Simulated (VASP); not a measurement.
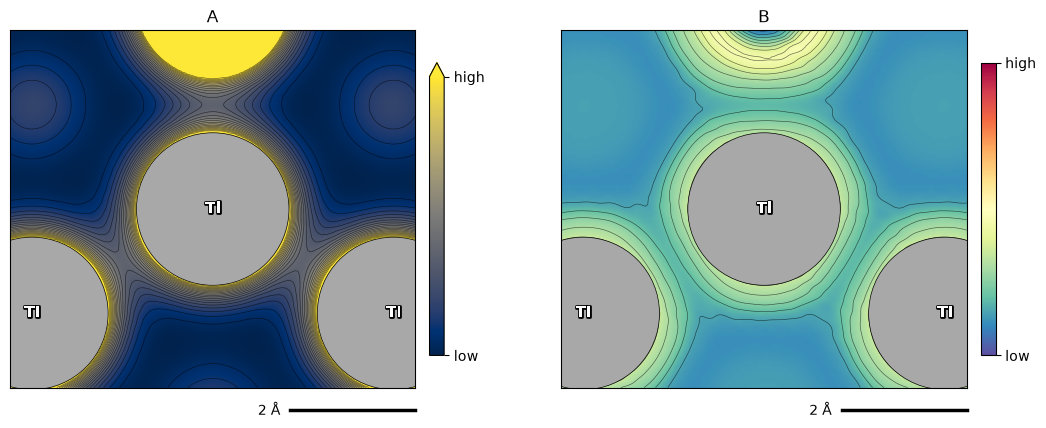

Tl: 2 fields on the (001) plane of the conventional cell, with unlabelled colour scales. Grey discs cover the atomic cores.

Space group P6/mmm; a generated structure, not necessarily the stable one; changed on purpose from its base cell (volume × 1.0).

These are results of Kohn-Sham DFT of a periodic cell, RPBE, VASP PAW PBE potentials, recommended in VASP 6.6.1, not measurements.

**Match the panels to the quantities (electron localisation function and valence pseudo-density).**

Panel A: valence pseudo-density. Panel B: electron localisation function. From the grid: Tl–Tl (3.33 Å): ρ at the midpoint is about 0.13 e/Å³; the ELF is about 0.20 at the midpoint (no shared electron pair shows on this line).
